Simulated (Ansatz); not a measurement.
A periodic structure is given below.

```
Al N
1.0
     3.08988    0.00000    0.00000
     0.00000    3.08988    0.00000
     0.00000    0.00000    4.15957
Al N
2 2
Direct
  0.00000 0.00000 0.00000
  0.50000 0.50000 0.50000
  0.50000 0.00000 0.25000
  0.00000 0.50000 0.75000
```

Question: Say what kind of structure these coordinates give.

Answer: The material is AlN. It belongs to space group I-4m2 (No. 119) and has a body-centred tetragonal lattice. The cell has 4 atoms, namely 2 Al, 2 N. Each Al atom is coordinated by four N in a tetrahedral arrangement at 1.86 Å. Each N has four Al in a tetrahedral arrangement at 1.86 Å. The bonds build a three-dimensional framework.

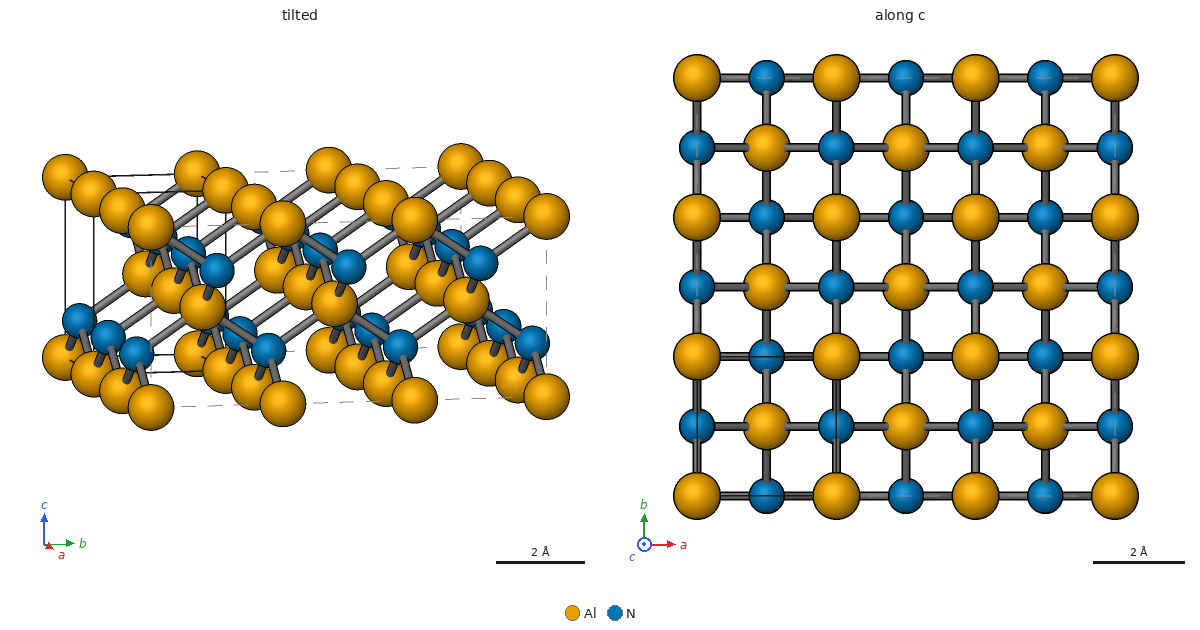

A ball-and-stick rendering, viewed slightly off an axis and along the c axis. The picture spans 3×3×1 cells, one conventional unit cell being drawn with solid lines.

Its origin is a structure listed in the Materials Project. The cell was then strained or its atoms displaced on purpose. It was run through Ansatz as a DFT input.

At this level of theory the cell isn't at rest (compressed, at 16 GPa), so its distances can differ from those at equilibrium, the more so the softer the solid.
